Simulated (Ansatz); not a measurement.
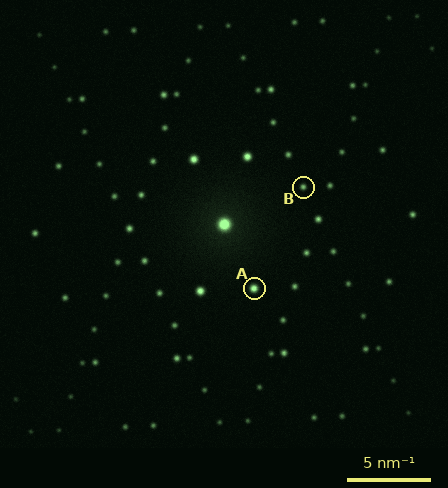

Simulated selected-area electron diffraction pattern (200 kV, kinematic approximation, thin crystal, B = 0.8 Å² for all atoms). Two individuals of a reflection twin are superposed (a geometric construction: whether this twin forms is not tested). Crystal: W, space group P6/mmm (No. 191), a = 5.382 Å, c = 2.669 Å (hexagonal axes), zone axis [102]. Structure: the geometry relaxed with DFT PBE, scalar-relativistic, plane waves, PAW (Ansatz 0.2.0); the starting structure was generated, so it need not be a known form of this composition.

In the first individual spot A is 0 -2 0 and spot B is 2 -1 -1.

On which plane is the crystal twinned?

Answer. (2-2-1). The spot positions of the combined pattern are mirror-symmetric about the row through 2 -2 -1 (d = 1.755 Å), which both individuals share, while a single individual has only symmetry 2mm without that mirror line. Friedel's law adds a mirror line at right angles, along which no low-index reflection lies.

Which other reflections coincide?

Answer. Within the frame only the reflections of the common row coincide.
